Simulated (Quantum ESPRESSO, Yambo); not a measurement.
# P (puckered monolayer): G0W0 with Yambo, start to end, part 2 of 2

Wanted: ground state, empty states, screening and self-energy for P (puckered monolayer).

Quantum ESPRESSO 7.5 and Yambo 5.3.0; PBE and many-body steps on it, plane waves. Known limits of the many-body steps: not at the basis limit.

So far. Step 3 (Bands along the symmetry lines): The gap is 0.908 eV, as in the run before at this level. Step 4 (Empty states on the mesh, 6×8×1 mesh, 425 bands): On this mesh the gap is 0.908 eV.

### 5. Conversion and set-up

This step: Yambo 5.3.0; conversion and set-up on PBE, plane waves, norm-conserving pseudopotentials.

The states are converted to the many-body program's format and the q mesh is built.

On the command line:

```
(cd o/x.save; p2y > p2y.log; mv SAVE ../..); yambo > setup.log
```

Output:

```text
 Yambo, version 5.3.0

 [02] CORE Variables Setup
 =========================

  [02.01] Unit cells
  ==================

  Cell kind             :  Unknown
  Atoms in the cell     :  P
  number of P  atoms    :   4

  List of atomic masses
  Mass of P     :  30.97400

  List of atomic coordinates    : [cc]
  P1       :   0.77621   0.00000  15.21932  order 1
  P2       :   3.59583   3.12216  15.21932  order 2
  P3       :   5.14824   3.12216  11.23685  order 3
  P4       :   7.96786   0.00000  11.23685  order 4

  Alat factors          :   8.74407   6.24432  26.45617 [a.u.]
  Direct lattice volume :   1444.53    [a.u.]
  Direct lattice vectors:  A[ 1 ]  A[ 2 ]  A[ 3 ]
   A[ 1 ]:  1.000000  0.000000  0.000000  [iru]
   8.744065  0.000000  0.000000  [cc]
   A[ 2 ]:  0.000000  1.000000  0.000000  [iru]
   0.000000  6.244319  0.000000  [cc]
   A[ 3 ]:  0.000000  0.000000  1.000000  [iru]
    0.00000   0.00000  26.45617  [cc]

  Recip. lattice volume :  0.171717 [a.u.]
  Recip. lattice vectors:  B[ 1 ]  B[ 2 ]  B[ 3 ]
   B[ 1 ]:  1.000000  0.000000  0.000000  [iku]
   0.718566  0.000000  0.000000  [cc]
   B[ 2 ]:  0.000000  1.000000  0.000000  [iku]
   0.000000  1.006224  0.000000  [cc]
   B[ 3 ]:  0.000000  0.000000  1.000000  [iku]
   0.000000  0.000000  0.237494  [cc]

  [02.02] Symmetries
  ==================

  Inversion symmetry    : yes
  Spatial inversion     : yes
  Inversion index       :  3
  K-space Time-reversal : no
  Magnetic symmetries   : no
  Group table correct   : yes
  Symmetries units      :  [cc]

   [S 1]:  1.000000  0.000000  0.000000  0.000000  1.000000  0.000000  0.000000  0.000000  1.000000
   [S 2]: -1.000000  0.000000  0.000000  0.000000  1.000000  0.000000  0.000000  0.000000 -1.000000
   [S 3]: -1.000000  0.000000  0.000000  0.000000 -1.000000  0.000000  0.000000  0.000000 -1.000000
   [S 4]:  1.000000  0.000000  0.000000  0.000000 -1.000000  0.000000  0.000000  0.000000  1.000000

  [02.03] Reciprocal space
  ========================

  nG shells         :   5854
  nG charge         :   42135
  nG WFs            :   6937
  nC WFs            :   5320
  G-vecs. in first 80 shells:  [ Number ]
    1   3   5   7   9  13  17  19  21
    25   29   33   35   39   43   47   55   63
    67   71   73   81   83   87   91   95  103
[...]
331   339   347   355   363   367   371   379
  ...
  Shell energy in first 80 shells:  [ mHa ]
[...]
2311.34      2323.52      2351.72      2395.95      2414.56      2436.32      2476.20      2536.96      2542.51
    2554.18      2569.32      2577.33      2730.02      2734.37      2774.74      2790.58      2820.17      2829.76
    2837.58      2857.96      2920.80      2942.57      2988.19      3028.56      3040.24      3048.75
  ...

  [02.04] K-grid lattice
  ======================

  Compatible Grid is   : 2D
  Base K vectors       :  K_min[ 1 ]  K_min[ 2 ]  K_min[ 3 ]
[...]
K [14]         [rlu]:  0.333333  0.375000  0.000000
         WF components:   5279
  [... 5 further k-points ...]
  K [20]         [rlu]: -0.500000 -0.500000  0.000000
         WF components:   5268

  [02.05] Energies & Occupations
  ==============================

  [X] === General ===
  [X] Electronic Temperature                        :  0.000000  0.000000 [eV K]
  [X] Bosonic    Temperature                        :  0.000000  0.000000 [eV K]
  [X] Finite Temperature mode                       : no
  [X] El. density                                   :  0.93433E+23 [cm-3]
  [X] Fermi Level                                   : -0.738122 [eV]

  [X] === Gaps and Widths ===
  [X] Conduction Band Min                           :  0.907578 [eV]
  [X] Valence Band Max                              :  0.000000 [eV]
  [X] Filled Bands                                  :  10
  [X] Empty Bands                                   :    11   425
  [X] Direct Gap                                    :  0.907578 [eV]
  [X] Direct Gap localized at k                     :  1
  [X] Indirect Gap                                  :  0.907578 [eV]
  [X] Indirect Gap between kpts                     :  1  1
  [X] Last valence band width                       :  1.926594 [eV]
  [X] 1st conduction band width                     :  1.900290 [eV]

  E @ K [ 1]:  [eV]
  -14.92202 -12.46547  -9.16657  -5.63256  -4.71094  -4.46390  -3.30183  -1.72536
[...]
occ @ K [ 1]
[...]
E @ K [ 2]:  [eV]
[...]
occ @ K [ 2]
[...]
E @ K [ 3]:  [eV]
[...]
occ @ K [ 3]
[...]
E @ K [ 8]:  [eV]
[...]
occ @ K [ 8]
[...]
E @ K [ 9]:  [eV]
[...]
occ @ K [ 9]
[...]
E @ K [10]:  [eV]
[...]
occ @ K [10]
[...]
E @ K [11]:  [eV]
[...]
occ @ K [11]
[...]
E @ K [12]:  [eV]
[...]
occ @ K [12]
[...]
E @ K [13]:  [eV]
[...]
occ @ K [13]
[...]
E @ K [14]:  [eV]
[...]
occ @ K [14]
[...]
[... 5 further k-points ...]
  E @ K [20]:  [eV]
[...]
occ @ K [20]
[...]
2.000000  2.000000  0.000000  0.000000  0.000000  0.000000  0.000000  0.000000
   0.000000  0.000000  0.000000  0.000000  0.000000  0.000000  0.000000  0.000000

 [03] Transferred momenta grid and indexing
 ==========================================

 IBZ Q-points                                      :  20
 BZ  Q-points                                      :   48

 K/Q-points units:
 rlu = crystal or reduced units; cc = cartesian coordinates; iku = interal k-units

 Q [ 1]         [rlu]:  0.000000  0.000000  0.000000
 Q [ 2]         [rlu]:  0.000000  0.125000  0.000000
 Q [ 3]         [rlu]:  0.000000  0.250000  0.000000
[...]
Q [ 8]         [rlu]:  0.166667  0.250000  0.000000
 Q [ 9]         [rlu]:  0.166667  0.375000  0.000000
 Q [10]         [rlu]:  0.166667 -0.500000  0.000000
     [... 8 further rows ...]
 Q [19]         [rlu]: -0.500000  0.375000  0.000000
 Q [20]         [rlu]: -0.500000 -0.500000  0.000000

  [03.01] X indexes
  =================

   [03.01.01] Sigma indexes
   ========================

 [06] Game Over & Game summary
```

It took 2.5 s on 1 MPI rank of Arm Neoverse V1, shared host; peak memory 0.25 GiB.

### 6. Screening and self-energy, 6×8×1 mesh, 202 bands, screening to 142.9 eV

G0W0 replaces the xc potential by the self-energy, built once from these orbitals. Only a window of levels is corrected, while the sums run over the empty bands that the input names.

This step: G0W0 on PBE, plane waves, norm-conserving pseudopotentials.

File gw2.in:

```
HF_and_locXC
gw0
dyson
ppa
em1d
rim_cut
rim_w
RandQpts= 3000000
RandGvec= 100 RL
CUTGeo= "slab z"
RandGvecW= 9 RL
EXXRLvcs= 36 Ry
VXCRLvcs= 144 Ry
Chimod= "HARTREE"
% BndsRnXp
 1 | 202 |
%
NGsBlkXp= 10.5 Ry
% LongDrXp
 1 | 1 | 0 |
%
% GbndRnge
 1 | 202 |
%
DysSolver= "n"
ExtendOut
PPAPntXp= 27.21138 eV
% QPkrange
 1 | 1 | 9 | 12 |
%
```

On the command line:

```
OMP_NUM_THREADS=1 mpirun -n 8 yambo -F gw2.in -J gw2 -C gw2 > gw2.log
```

Output:

```text
 Yambo, version 5.3.0

 [02] CORE Variables Setup
 =========================

  [... cell, symmetries and grids as in the set-up ...]

  [02.05] Energies & Occupations
  ==============================

  [X] === General ===
  [X] Electronic Temperature                        :  0.000000  0.000000 [eV K]
  [X] Bosonic    Temperature                        :  0.000000  0.000000 [eV K]
  [X] Finite Temperature mode                       : no
  [X] El. density                                   :  0.93433E+23 [cm-3]
  [X] Fermi Level                                   : -0.738122 [eV]

  [X] === Gaps and Widths ===
  [X] Conduction Band Min                           :  0.907578 [eV]
  [X] Valence Band Max                              :  0.000000 [eV]
  [X] Filled Bands                                  :  10
  [X] Empty Bands                                   :    11   425
  [X] Direct Gap                                    :  0.907578 [eV]
  [X] Direct Gap localized at k                     :  1
  [X] Indirect Gap                                  :  0.907578 [eV]
  [X] Indirect Gap between kpts                     :  1  1
  [X] Last valence band width                       :  1.926594 [eV]
  [X] 1st conduction band width                     :  1.900290 [eV]

 [03] Transferred momenta grid and indexing
 ==========================================

 IBZ Q-points                                      :  20
 BZ  Q-points                                      :   48

 K/Q-points units:
 rlu = crystal or reduced units; cc = cartesian coordinates; iku = interal k-units

 Q [ 1]         [rlu]:  0.000000  0.000000  0.000000
 Q [ 2]         [rlu]:  0.000000  0.125000  0.000000
 Q [ 3]         [rlu]:  0.000000  0.250000  0.000000
 Q [ 4]         [rlu]:  0.000000  0.375000  0.000000
 Q [ 5]         [rlu]:  0.000000 -0.500000  0.000000
 Q [ 6]         [rlu]:  0.166667  0.000000  0.000000
 Q [ 7]         [rlu]:  0.166667  0.125000  0.000000
 Q [ 8]         [rlu]:  0.166667  0.250000  0.000000
 Q [ 9]         [rlu]:  0.166667  0.375000  0.000000
 Q [10]         [rlu]:  0.166667 -0.500000  0.000000
     [... 8 further rows ...]
 Q [19]         [rlu]: -0.500000  0.375000  0.000000
 Q [20]         [rlu]: -0.500000 -0.500000  0.000000

 [04] Coloumb potential Random Integration (RIM)
 ===============================================

 Performing RIM of v_slab

  [04.01] RIM initialization
  ==========================

  * Diagonal components only detected *

  8 x (sBL volume)        :  0.028620 [a.u.]
  sBZ random points       :  3000000
  Points outside the sBZ  :  24001885
  RL volume               :  0.171717 [a.u.]
  Integrated volume       :  0.171704 [a.u.]

  [04.02] RIM integrals
  =====================

  Gamma point sphere radius             :  0.030967 [a.u.]
  Points outside the sphere             :  2398759
  [Int_sBZ(q=0) 1/q^2]*(Vol_sBZ)^(-1/3) =:  7.196484
                                 should be <:  7.795600

  Summary of Coulomb integrals for non-metallic bands |Q|[au] RIM/Bare

  Q [1] 0.100000E-4 0.923147 * Q [6] 0.119761 0.853887
  Q [2] 0.125778 0.886630 * Q [7] 0.173674 0.958504
  Q [11] 0.239522 0.986832 * Q [3] 0.251556 0.998334
  Q [12] 0.270538 0.999545 * Q [8] 0.278609 1.004599
  Q [13] 0.347349 1.009789 * Q [16] 0.359283 1.007172
  Q [4] 0.377334 1.011366 * Q [17] 0.380663 1.008523
  Q [9] 0.395883 1.011299 * Q [18] 0.438594 1.009436
  Q [14] 0.446936 1.010312 * Q [5] 0.503112 1.009160
  Q [10] 0.517170 1.008788 * Q [19] 0.521023 1.008359
  Q [15] 0.557219 1.007754 * Q [20] 0.618228 1.006359
  Non-periodic chartesian directions : none
  Optical renormalization            :  26.45617 [au]
  Polarizability dimension           : length

 [05] Coloumb potential CutOffslab
 =================================

 Cut directionsZ
 Slab Cutoff:Z
 Symmetry test passed : yes

 [06] Dipoles
 ============

  [06.01] Setup: observables and procedures
  =========================================

  [WARNING] [x,Vnl] slows the Dipoles computation. To neglect it rename the ns.kb_pp file

 [07] Dynamic Dielectric Matrix (PPA)
 ====================================

 [SLK-Inversion]  Pools        :  2
 [SLK-Inversion]  BLACS grid   :  2  2

 [WR./gw2//ndb.pp]---------------------------------------------------------------
  Brillouin Zone Q/K grids (IBZ/BZ)                :   20   48   20   48
  RL vectors                                       :   6937 [WF]
  Coulomb cutoff potential                         : slab z
  Electronic Temperature                           :  0.000000 [K]
  Bosonic    Temperature                           :  0.000000 [K]
  PPA    diel. fun.  energies                      : Perdew, Burke & Ernzerhof(X)+Perdew, Burke & Ernzerhof(C)
  wavefunctions                                    : Perdew, Burke & Ernzerhof(X)+Perdew, Burke & Ernzerhof(C)
  Global Gauge                                     : length
  X matrix size                                    :   781
  X band range                                     :    1  202
  X e/h energy range                               : -1.000000 -1.000000 [eV]
  X Time ordering                                  : R
  X Hxc Kernel                                     : HARTREE
  X Drude frequency                                :  0.000000  0.000000
  X poles                                          :  100.0000 [o/o]
  RL vectors in the sum                            :   6937
  [r,Vnl] included                                 : yes
  Field direction                                  :  0.707107E-5  0.707107E-5   0.00000
  BZ energy Double Grid                            : no
  BZ energy DbGd points                            : 0
  BZ Q point size factor                           : -1.000000
  X Optical Averaged directions                    : none

 [08] Local Exchange-Correlation + Non-Local Fock
 ================================================

 [VXC] Plane waves :   42135
 [EXS] Plane waves :   5277

 QP @ state[ 1 ] K range:  1  1
 QP @ state[ 1 ] b range:   9  12

 [xc] Functional : Perdew, Burke & Ernzerhof(X)+Perdew, Burke & Ernzerhof(C)
 [xc] LIBXC used to calculate xc functional
  PP Number of Atomic Species                      :  1
  NLCC RL compoments                               :   42135
  PP Number of Atomic Species                      :  1
  NLCC RL compoments                               :   42135

 [xc] E_xc :  -6.688395 [Ha]
      E_xc :  -13.37679 [Ry]

  Local XC kind (lXC) : Perdew, Burke & Ernzerhof(X)+Perdew, Burke & Ernzerhof(C)
  Non-Local XC kind (nlXC) : Hartree-Fock

  Corrections @ K [1] :  [eV]
 <9|nlXC|9> = -13.08593 -0.10102E-16 <9|lXC|9> = -10.56745 -0.19022E-26
 <10|nlXC|10> = -13.17088  0.17349E-16 <10|lXC|10> = -11.64676 -0.37763E-15
 <11|nlXC|11> = -6.501177  0.27077E-17 <11|lXC|11> = -9.949237 -0.25158E-27
 <12|nlXC|12> = -6.563205  0.17507E-18 <12|lXC|12> = -10.94408  0.14161E-15

 [09] Dyson equation: Newton solver
 ==================================

  [09.01] RIM-W interpolation
  ===========================

  [WARNING] RIM-W works only for 2D semiconductors with slab cutoff
  Found compatible q grid: 2D
  q_min[ 1 ]:  0.166667  0.000000  0.000000 [rlu]
   0.166667  0.000000  0.000000 [iku]
  q_min[ 2 ]:  0.000000  0.125000  0.000000 [rlu]
   0.000000  0.125000  0.000000 [iku]
  G-vectors :   9
  G-vectors loaded:   83
  Number of interpolated frequencies:  2

  Evaluating coefficients q = 0
  Evaluating coefficients q = 0

  [09.02] RIM-W integrals
  =======================

  8 x (sBL volume)        :  0.028620 [a.u.]
  sBZ random points       :  3000000
  Points outside the sBZ  :  24001885
  RL volume               :  0.171717 [a.u.]
  Integrated volume       :  0.171704 [a.u.]

  [09.03] RIM integrals
  =====================

  Comparison between head Wc = W - v averages: < Wc > [au] RIM-W/RIM

   < -Wc [Q = 1] > 0.289493E-1 0.412117E-4 * < -Wc [Q = 2] > 0.006018 0.005919
   < -Wc [Q = 3] > 0.001367 0.001349 * < -Wc [Q = 4] > 0.507035E-3 0.502758E-3
   < -Wc [Q = 5] > 0.240502E-3 0.239189E-3 * < -Wc [Q = 6] > 0.006592 0.006529
   < -Wc [Q = 7] > 0.003225 0.003126 * < -Wc [Q = 8] > 0.001067 0.001050
   < -Wc [Q = 9] > 0.443193E-3 0.439113E-3 * < -Wc [Q = 10] > 0.220890E-3 0.219635E-3
   < -Wc [Q = 11] > 0.001540 0.001521 * < -Wc [Q = 12] > 0.001152 0.001134
   < -Wc [Q = 13] > 0.609284E-3 0.600473E-3 * < -Wc [Q = 14] > 0.313916E-3 0.310499E-3
   < -Wc [Q = 15] > 0.175162E-3 0.174000E-3 * < -Wc [Q = 16] > 0.574226E-3 0.569377E-3
   < -Wc [Q = 17] > 0.492579E-3 0.488307E-3 * < -Wc [Q = 18] > 0.333651E-3 0.330566E-3
   < -Wc [Q = 19] > 0.205722E-3 0.203766E-3 * < -Wc [Q = 20] > 0.127954E-3 0.126957E-3

  Comparison between head Wc = W - v averages: < Wc > [au] RIM-W/RIM

   < -Wc [G = 1,G`=0] > 0.289493E-1 0.412117E-4 * < -Wc [G = 2,G`=0] >-0.872532E-3  0.00000
   < -Wc [G = 3,G`=0] >-0.872532E-3  0.00000 * < -Wc [G = 4,G`=0] >-0.363728E-5  0.00000
   < -Wc [G = 5,G`=0] >-0.363728E-5  0.00000 * < -Wc [G = 6,G`=0] > 0.711383E-4  0.00000
   < -Wc [G = 7,G`=0] > 0.711383E-4  0.00000 * < -Wc [G = 8,G`=0] >-0.42004E-11  0.0000
   < -Wc [G = 9,G`=0] >-0.42694E-11  0.0000

 [10] G0W0 (W PPA)
 =================

 [  GW  ] Bands range     :    1  202
 [GW/PPA] G damping       :  0.100000 [eV]

 QP @ state[ 1 ] K range:  1  1
 QP @ state[ 1 ] b range:   9  12

  Sc/G bands                                       :    1  202
  Sc/G damping                                     :  0.100000 ev
  Sc bands terminator                              : no
  Sx RL components                                 :   5277

  QP @ state[ 1 ] K range                          :  1  1
  QP @ state[ 1 ] b range                          :   9  12
  GF energies kind                                 : Perdew, Burke & Ernzerhof(X)+Perdew, Burke & Ernzerhof(C)
  GF WF`s kind                                     : Perdew, Burke & Ernzerhof(X)+Perdew, Burke & Ernzerhof(C)
  Xs energies kind                                 : Perdew, Burke & Ernzerhof(X)+Perdew, Burke & Ernzerhof(C)
  Xs WF`s kind                                     : Perdew, Burke & Ernzerhof(X)+Perdew, Burke & Ernzerhof(C)

 [14] Game Over & Game summary
```

Wall time 13 min (8 MPI ranks); peak memory 6.1 GiB; 1.7 h of CPU time.

Numbers from this step:

```yaml
g0w0_gap_on_the_points_computed: 2.016 eV
starting_gap_on_the_mesh: 0.9076 eV
k_of_the_valence_top: 0, 0, 0
k_of_the_conduction_bottom: 0, 0, 0
least_direct_g0w0_gap_on_the_computed_points: 2.016 eV
z_at_the_valence_top: 0.7340
z_at_the_conduction_bottom: 0.7454
```

The gap on the mesh goes from 0.91 eV to 2.02 eV, a correction of +1.11 eV.

Limits: finite bands, cutoff and mesh. v1 is the top filled band, c1 the lowest empty one. The levels before and after the correction (eV, zero at the valence-band top of each column):

```
           conduction bottom  valence top
Kohn-Sham               0.91         0.00
     G0W0               2.02         0.00
```

```
           level  energy (eV)
Kohn-Sham   Γ v2       -1.638
Kohn-Sham   Γ v1        0.000
Kohn-Sham   Γ c1        0.908
Kohn-Sham   Γ c2        1.643
     G0W0   Γ v2       -1.807
     G0W0   Γ v1        0.000
     G0W0   Γ c1        2.016
     G0W0   Γ c2        2.922
```

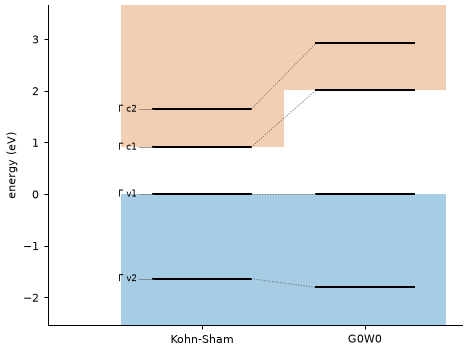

Levels before and after the correction. Shaded: valence and conduction bands.

### 7. Where the time went

Times are wall times on the hardware named with each run, good to a factor of about two.

```
                          step     time  share  memory (GiB)
                  ground state    7.8 s    1 %          0.62
bands along the symmetry lines    3.7 s    0 %           0.5
      empty states on the mesh  2.1 min   14 %           1.3
         conversion and set-up    2.5 s    0 %          0.25
     screening and self-energy   13 min   85 %           6.1
```

### 8. Results

| Item | Value |
| --- | --- |
| PBE gap | 0.91 eV, direct |
| G0W0 gap on the mesh | 2.02 eV |
| GW settings | 6×8×1 mesh, 202 bands, screening to 142.9 eV, Godby-Needs plasmon pole |
| known limits | not at the basis limit |

G0W0 moves the gap on the mesh from 0.91 eV to 2.02 eV (+1.11 eV), with Z of 0.73 and 0.75 at the edges. Only 1 of the mesh's irreducible points was corrected, so a valley elsewhere could overtake. The dearest step here is «screening and self-energy». Against experiment, by G0W0@PBE: the direct gap of 2.02 eV lies +0.32 eV from the measured 1.7 eV (exciton, 77 K, 2020); the gap of 2.02 eV lies +1.02 eV from the measured 1 eV (transport, quoted 2015); the gap of 2.02 eV lies −0.18 eV from the measured 2.2 eV (electronic, quoted 2018); the direct gap of 2.02 eV lies +0.35 eV from the measured 1.67 eV (exciton, 300 K, 2016); the direct gap of 2.02 eV lies −0.09 eV from the measured 2.102 ± 0.015 eV (exciton, on Si, 2016). An exciton line or allowed optical edge lies below the quasiparticle gap by the binding energy; a forbidden edge can push the onset above it. The computed sheet is free-standing; a substrate or cover screens it further and lowers both gap and binding, while the exciton line moves little. The calculation has static nuclei and no excitons; a measured gap holds zero-point and thermal motion, which mostly lowers it. Bands and cutoff are finite, so the gap is not at the basis limit. The miss can reach some tenths of an eV and take either sign; the mesh is an error of its own. In the G0W0 run levels were corrected at 1 k point alone, so a gap called «on the mesh» is the least over those, and an edge elsewhere would be missed.

[Paths, hosts, dates, memory and timing lines, banners, echoed tables and standing remarks are left out of the program output.]

[Logs are printed without paths, hosts, clocks, repeated set-up lines and the standing remarks that a program may print on its own settings, such as how far it seeks lower states.]

[Runs of the session that timed out or met a known fault of the program may be left out.]

[Hosts, paths, dates, database ids (printed as entryN), source tags and the programs' standing remarks are cut or masked in the printed files.]
